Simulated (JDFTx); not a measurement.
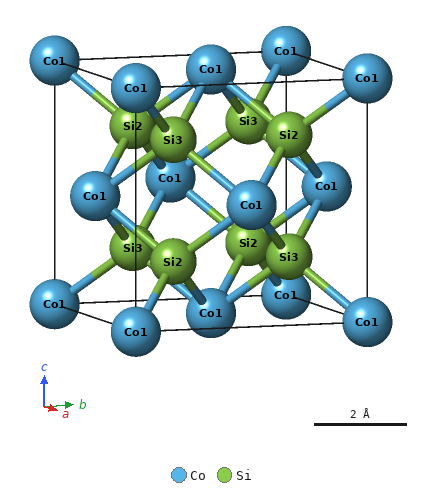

*The input geometry (ball-and-stick view of the cell 4 times as large as that of the calculation, set on its symmetry axes, seen slightly off an axis; atoms are numbered from 1 in the order of the input). An atom can appear more than once, as a periodic image.*

Near neighbours in the periodic cell (some may lie outside the picture): Co has 8 Si at 2.32 Å; Si has 4 Co at 2.32 Å.

**Single-point calculation of CoSi₂**

The run: single-point calculation of CoSi₂ (3 atoms in the cell). Method and program: Kohn-Sham DFT of a periodic cell, PBEsol, PseudoDojo-SR-PBEsol-0.4.1-standard, spin-polarised (JDFTx 1.7.0 (patched build)).

The structure derives from an entry of the Crystallography Open Database.

Input
```
lattice \
    0.0000000000     5.0606865617     5.0606865617 \
    5.0606865617     0.0000000000     5.0606865617 \
    5.0606865617     5.0606865617     0.0000000000
coords-type Lattice
ion Co     0.0000000000     0.0000000000     0.0000000000 1
ion Si     0.7500000000     0.7500000000     0.7500000000 1
ion Si     0.2500000000     0.2500000000     0.2500000000 1

ion-species pseudo/Co.upf
ion-species pseudo/Si.upf
elec-cutoff 48 384
elec-ex-corr gga-PBEsol
kpoint-folding 9 9 9
elec-smearing Fermi 0.0018374661
elec-n-bands 20
spintype z-spin
initial-magnetic-moments Co 2
elec-initial-magnetization 2 no
electronic-SCF nIterations 100 energyDiffThreshold 1e-09
electronic-minimize nIterations 30 energyDiffThreshold 1e-7
converge-empty-states yes
forces-output-coords Cartesian

dump-name run.$VAR
dump End Ecomponents EigStats BandEigs Kpoints Forces Stress
```

Command:
```bash
jdftx -c 1 -i CoSi2.in -o CoSi2.out
```

The program's output
```
*************** JDFTx 1.7.0 (patched build) ***************

Input parsed successfully to the following command list (including defaults):
[... the input with its defaults ...]

---------- Setting up symmetries ----------

Found 48 point-group symmetries of the bravais lattice
Found 48 space-group symmetries with basis
Applied RMS atom displacement 0 bohrs to make symmetries exact.

---------- Initializing the Grid ----------
R =
[            0      5.06069      5.06069  ]
[      5.06069            0      5.06069  ]
[      5.06069      5.06069            0  ]
unit cell volume = 259.214
G =
[  -0.620784   0.620784   0.620784  ]
[   0.620784  -0.620784   0.620784  ]
[   0.620784   0.620784  -0.620784  ]
Minimum fftbox size, Smin = [  64  64  64  ]
Chosen fftbox size, S = [  64  64  64  ]

---------- Initializing tighter grid for wavefunction operations ----------
R =
[            0      5.06069      5.06069  ]
[      5.06069            0      5.06069  ]
[      5.06069      5.06069            0  ]
unit cell volume = 259.214
G =
[  -0.620784   0.620784   0.620784  ]
[   0.620784  -0.620784   0.620784  ]
[   0.620784   0.620784  -0.620784  ]
Minimum fftbox size, Smin = [  48  48  48  ]
Chosen fftbox size, S = [  48  48  48  ]

---------- Exchange Correlation functional ----------
Initalized PBEsol GGA exchange.
Initalized PBEsol GGA correlation.

---------- Setting up pseudopotentials ----------
Width of ionic core gaussian charges (only for fluid interactions / plotting) set to 0

Reading pseudopotential file 'pseudo/Co.upf':
  'Co' pseudopotential, 'PBESOL' functional
  Generated using ONCVPSP code by D. R. Hamann
  17 valence electrons, 4 orbitals, 6 projectors, 1001 radial grid points, with lMax = 2
    3S    l: 0   occupation:  2.0   eigenvalue: -3.753490
    3P    l: 1   occupation:  6.0   eigenvalue: -2.407467
    3D    l: 2   occupation:  7.0   eigenvalue: -0.302441
    4S    l: 0   occupation:  2.0   eigenvalue: -0.201732
  Core radius for overlap checks: 1.60 bohrs.

Reading pseudopotential file 'pseudo/Si.upf':
  'Si' pseudopotential, 'PBESOL' functional
  Generated using ONCVPSP code by D. R. Hamann
  4 valence electrons, 2 orbitals, 6 projectors, 1001 radial grid points, with lMax = 2
    3S    l: 0   occupation:  2.0   eigenvalue: -0.395742
    3P    l: 1   occupation:  2.0   eigenvalue: -0.149099
  Core radius for overlap checks: 1.86 bohrs.

Initialized 2 species with 3 total atoms.

Folded 1 k-points by 9x9x9 to 729 k-points.

---------- Setting up k-points, bands, fillings ----------
Reduced to 35 k-points under symmetry.
Computing the number of bands and number of electrons
Calculating initial fillings.
nElectrons:  25.000000   nBands: 20   nStates: 70

----- Setting up reduced wavefunction bases (one per k-point) -----
average nbasis = 4115.988 , ideal nbasis = 4117.316

---------- Setting up ewald sum ----------
Optimum gaussian width for ewald sums = 2.148283 bohr.
Real space sum over 1331 unit cells with max indices [  5  5  5  ]
Reciprocal space sum over 3375 terms with max indices [  7  7  7  ]

---------- Allocating electronic variables ----------
Initializing wave functions:  linear combination of atomic orbitals
Note: number of bands (20) exceeds available atomic orbitals (18)
Co (M=2) pseudo-atom majority spin occupations:   s ( 1 0.5 )  p ( 3 )  d ( 5 )
Co (M=2) pseudo-atom minority spin occupations:   s ( 1 0 )  p ( 3 )  d ( 3.5 )
Si pseudo-atom occupations:   s ( 2 )  p ( 2 )
	FillingsUpdate:  mu: +0.918950189  nElectrons: 25.000000  magneticMoment: [ Abs: 0.08122  Tot: +0.08005 ]
LCAOMinimize: Iter:   0  F: -146.3309502671466191  |grad|_K:  8.390e-03  alpha:  1.000e+00
	FillingsUpdate:  mu: +0.917652462  nElectrons: 25.000000  magneticMoment: [ Abs: 0.05492  Tot: +0.05378 ]
LCAOMinimize: Iter:   1  F: -146.4733158350391875  |grad|_K:  8.585e-03  alpha:  6.748e-02  linmin: -3.582e-02  cgtest:  9.073e-01
LCAOMinimize: 	Wrong curvature in test step, increasing alphaT to 2.024543e-01.
[... 46 lines of inner loops ...]
LCAOMinimize: Iter:  18  F: -150.2046081276740210  |grad|_K:  1.104e-05  alpha:  4.876e-01  linmin: -1.948e-04  cgtest: -3.206e-03
	FillingsUpdate:  mu: +0.531913738  nElectrons: 25.000000  magneticMoment: [ Abs: 0.07706  Tot: +0.07706 ]
LCAOMinimize: Iter:  19  F: -150.2046089320193687  |grad|_K:  1.044e-06  alpha:  4.713e-01  linmin: -8.728e-05  cgtest:  9.153e-02
LCAOMinimize: Converged (|Delta F|<1.000000e-06 for 2 iters).

-------- Electronic minimization -----------
Will mix electronic density at each iteration.
	FillingsUpdate:  mu: +0.531913738  nElectrons: 25.000000  magneticMoment: [ Abs: 0.07706  Tot: +0.07706 ]
	FillingsUpdate:  mu: +0.500262602  nElectrons: 25.000000  magneticMoment: [ Abs: 0.07706  Tot: +0.07706 ]
SCF: Cycle:  0   F: -150.227520590756995   dF: -2.291e-02   |Residual|: 4.206e-01   |deigs|: 1.773e-01
	FillingsUpdate:  mu: +0.441615125  nElectrons: 25.000000  magneticMoment: [ Abs: 0.04348  Tot: +0.03340 ]
SCF: Cycle:  1   F: -149.890830998618668   dF: +3.367e-01   |Residual|: 5.202e-01   |deigs|: 1.096e-01
	FillingsUpdate:  mu: +0.476429367  nElectrons: 25.000000  magneticMoment: [ Abs: 0.02975  Tot: +0.02185 ]
SCF: Cycle:  2   F: -150.411073114197080   dF: -5.202e-01   |Residual|: 9.618e-02   |deigs|: 7.544e-02
	FillingsUpdate:  mu: +0.475264461  nElectrons: 25.000000  magneticMoment: [ Abs: 0.00550  Tot: -0.00501 ]
SCF: Cycle:  3   F: -150.414914613131572   dF: -3.841e-03   |Residual|: 2.808e-02   |deigs|: 5.055e-03
	FillingsUpdate:  mu: +0.472832809  nElectrons: 25.000000  magneticMoment: [ Abs: 0.00273  Tot: -0.00124 ]
SCF: Cycle:  4   F: -150.415885181201901   dF: -9.706e-04   |Residual|: 1.067e-02   |deigs|: 3.709e-03
	FillingsUpdate:  mu: +0.474104916  nElectrons: 25.000000  magneticMoment: [ Abs: 0.00208  Tot: +0.00129 ]
SCF: Cycle:  5   F: -150.416025749211087   dF: -1.406e-04   |Residual|: 4.189e-03   |deigs|: 1.815e-03
	FillingsUpdate:  mu: +0.473863917  nElectrons: 25.000000  magneticMoment: [ Abs: 0.00063  Tot: +0.00046 ]
SCF: Cycle:  6   F: -150.416054808238727   dF: -2.906e-05   |Residual|: 1.240e-03   |deigs|: 3.657e-04
	FillingsUpdate:  mu: +0.473755384  nElectrons: 25.000000  magneticMoment: [ Abs: 0.00013  Tot: -0.00010 ]
SCF: Cycle:  7   F: -150.416057065367767   dF: -2.257e-06   |Residual|: 4.479e-04   |deigs|: 1.770e-04
	FillingsUpdate:  mu: +0.473797227  nElectrons: 25.000000  magneticMoment: [ Abs: 0.00015  Tot: -0.00010 ]
SCF: Cycle:  8   F: -150.416057399441087   dF: -3.341e-07   |Residual|: 6.817e-05   |deigs|: 5.702e-05
	FillingsUpdate:  mu: +0.473796804  nElectrons: 25.000000  magneticMoment: [ Abs: 0.00005  Tot: -0.00004 ]
SCF: Cycle:  9   F: -150.416057438207758   dF: -3.877e-08   |Residual|: 5.420e-05   |deigs|: 2.011e-05
	FillingsUpdate:  mu: +0.473796314  nElectrons: 25.000000  magneticMoment: [ Abs: 0.00002  Tot: -0.00001 ]
SCF: Cycle: 10   F: -150.416057455234835   dF: -1.703e-08   |Residual|: 5.877e-05   |deigs|: 5.566e-05
	FillingsUpdate:  mu: +0.473799674  nElectrons: 25.000000  magneticMoment: [ Abs: 0.00000  Tot: +0.00000 ]
SCF: Cycle: 11   F: -150.416057464327082   dF: -9.092e-09   |Residual|: 1.597e-05   |deigs|: 2.927e-05
	FillingsUpdate:  mu: +0.473800524  nElectrons: 25.000000  magneticMoment: [ Abs: 0.00000  Tot: -0.00000 ]
SCF: Cycle: 12   F: -150.416057466051569   dF: -1.724e-09   |Residual|: 2.604e-06   |deigs|: 1.404e-05
	FillingsUpdate:  mu: +0.473800337  nElectrons: 25.000000  magneticMoment: [ Abs: 0.00000  Tot: -0.00000 ]
SCF: Cycle: 13   F: -150.416057466740114   dF: -6.885e-10   |Residual|: 1.472e-06   |deigs|: 3.350e-05
	FillingsUpdate:  mu: +0.473800286  nElectrons: 25.000000  magneticMoment: [ Abs: 0.00000  Tot: -0.00000 ]
SCF: Cycle: 14   F: -150.416057466915447   dF: -1.753e-10   |Residual|: 7.071e-07   |deigs|: 1.663e-05
SCF: Converged (|Delta E|<1.000000e-09 for 2 iters).

Setting wave functions to eigenvectors of Hamiltonian
Converging empty states (this may take a while):
EmptyStates: None of the convergence criteria satisfied.
|deigs|: 2.030e-04

# Stress tensor in Cartesian coordinates [Eh/a0^3]:
[  0.000153916            0            0  ]
[            0  0.000153916            0  ]
[            0            0  0.000153916  ]

# Ionic positions in lattice coordinates:
ion Co   0.000000000000000   0.000000000000000   0.000000000000000 1
ion Si   0.750000000000000   0.750000000000000   0.750000000000000 1
ion Si   0.250000000000000   0.250000000000000   0.250000000000000 1

# Forces in Cartesian coordinates:
force Co  -0.000000000000000  -0.000000000000000  -0.000000000000000 1
force Si   0.000000000000000   0.000000000000000  -0.000000000000000 1
force Si   0.000000000000000   0.000000000000000  -0.000000000000000 1

# Energy components:
   Eewald =      -85.2028050406411097
       EH =       59.1442647328633626
     Eloc =     -157.4661344503253133
      Enl =      -17.6678422248570399
      Exc =      -31.0501087705218701
 Exc_core =       10.9390378468424121
       KE =       70.8879112727189522
-------------------------------------
     Etot =     -150.4156766339206115
       TS =        0.0003808329948376
-------------------------------------
        F =     -150.4160574669154471

IonicMinimize: Iter:   0  F: -150.416057466915447  |grad|_K:  4.397e-36
IonicMinimize: Converged (|grad|_K<1.000000e-04).

#--- Lowdin population analysis ---
# oxidation-state Co +0.319
# magnetic-moments Co +0.000
# oxidation-state Si +0.003 +0.003
# magnetic-moments Si -0.000 -0.000

Dumping 'run.eigStats' ...
	eMin: -2.997608 at state 35 ( [ +0.000000 +0.000000 +0.000000 ] spin -1 )
	HOMO: +0.472842 at state 11 ( [ +0.000000 +0.111111 -0.222222 ] spin 1 )
	mu  : +0.473800
	LUMO: +0.474583 at state 42 ( [ +0.000000 +0.111111 +0.333333 ] spin -1 )
	eMax: +0.936585 at state 20 ( [ +0.000000 +0.333333 +0.444444 ] spin 1 )
	HOMO-LUMO gap: +0.001740
	Optical gap  : +0.032219 at state 41 ( [ +0.000000 +0.111111 +0.222222 ] spin -1 )
WARNING: the last solve of the electrons (or of bands or displaced states from it) ended unconverged.
Done!
```

Key numbers

```csv
quantity,value
outcome,converged
space group (tolerance 0.01 Å),Fm-3m (225)
electrons treated,25
free energy,−4093.0294 eV
Fermi energy,12.893 eV
gap on the k-point mesh,none (metallic)
net moment of the cell,0.00 μB
integrated absolute moment,0.00 μB
pressure,−4.53 GPa
largest force (length of the vector),under 0.001 eV/Å
hardware,"1 thread of AMD EPYC (Zen 5), 32 GiB of memory available, shared host"
wall time,3.3 min
peak memory,0.39 GiB
```

Notes on the run: WARNING: the last solve of the electrons (or of bands or displaced states from it) ended unconverged.
